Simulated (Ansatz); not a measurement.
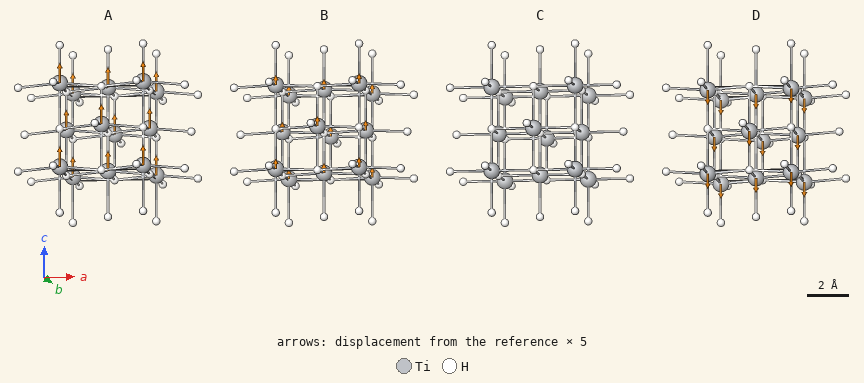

A scan of a crystal of TiH (Fm-3m) along one coordinate. The picture is a ball-and-stick view of the conventional cell (4 times the calculation's cell), seen along the b axis, with a slight tilt. Orange arrows: displacements from the reference. Lengths and directions refer to the drawn axes.

Theory: Ansatz, DFT LDA, scalar-relativistic, plane waves, PAW. Settings: plane-wave cutoff 420 eV; k-point mesh 20 × 20 × 20; occupations gaussian; smearing width 0.15 eV; no spin polarisation. Energies (free energies at the smearing named) are counted from the cell as listed in its source, which wasn't relaxed.

### Which coordinate changes from frame to frame?

The whole Ti sublattice is shifted rigidly, towards the nearest copy of atom 2 (H) at 2.090 Å, all else fixed. In the frames the displacement is −0.20 Å (A), −0.10 Å (B), 0.00 Å (C), 0.15 Å (D). Their energies are 61.0 meV/cell, 14.1 meV/cell, 0.0 meV/cell, 32.8 meV/cell.
